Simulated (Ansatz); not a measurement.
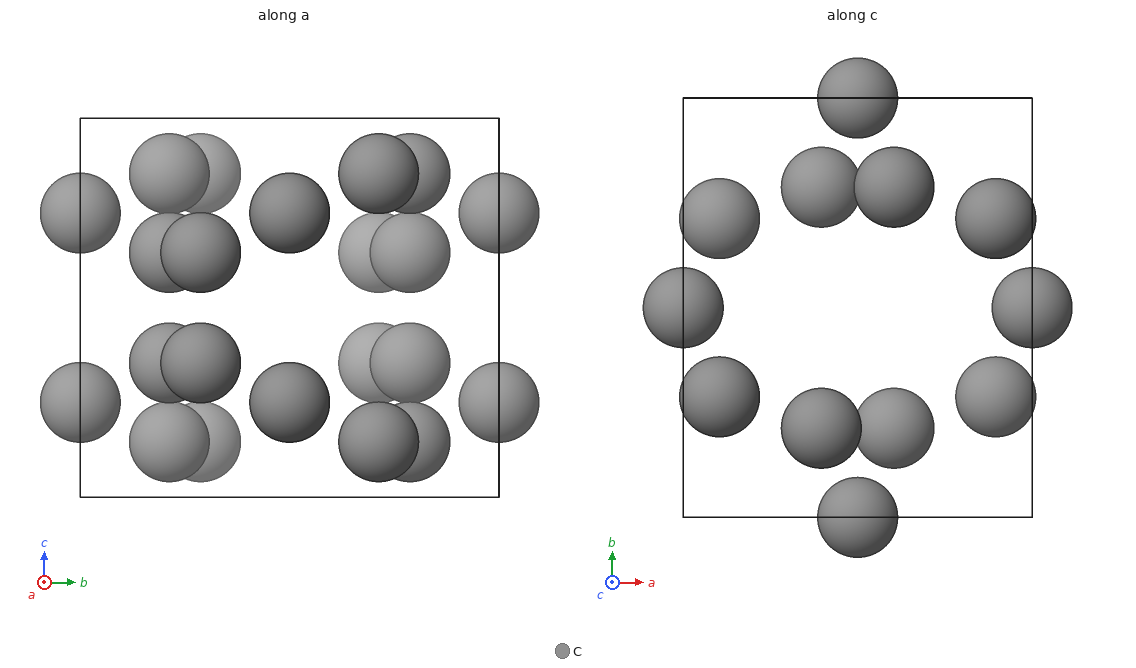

This spheres-only model is shown along the a axis and along the c axis. Atoms at the boundary of the conventional unit cell (the box) are drawn once for each face, edge or corner they touch.

C, space group Cccm (No. 66), a = 4.96 Å, b = 5.97 Å, c = 5.40 Å, α = 90.00°, β = 90.00°, γ = 90.00°.

Setup: Ansatz 0.2.0, DFT PBE, scalar-relativistic, plane waves, PAW; plane-wave cutoff 420 eV, k-points about 0.29 Å⁻¹ apart, Gaussian smearing of 0.02 eV, no spin polarisation.

**Classify it as metallic or gapped, with the value.**

A semiconductor at this level, with a gap of 2.96 eV on the k-mesh (the true edges may lie between mesh points, so the gap can be somewhat smaller).

It goes back to a structure type filled with this element by a generator (whether the element takes this form wasn't checked). A relaxation with DFT PBE, scalar-relativistic, plane waves, PAW (Ansatz) gave the geometry drawn.
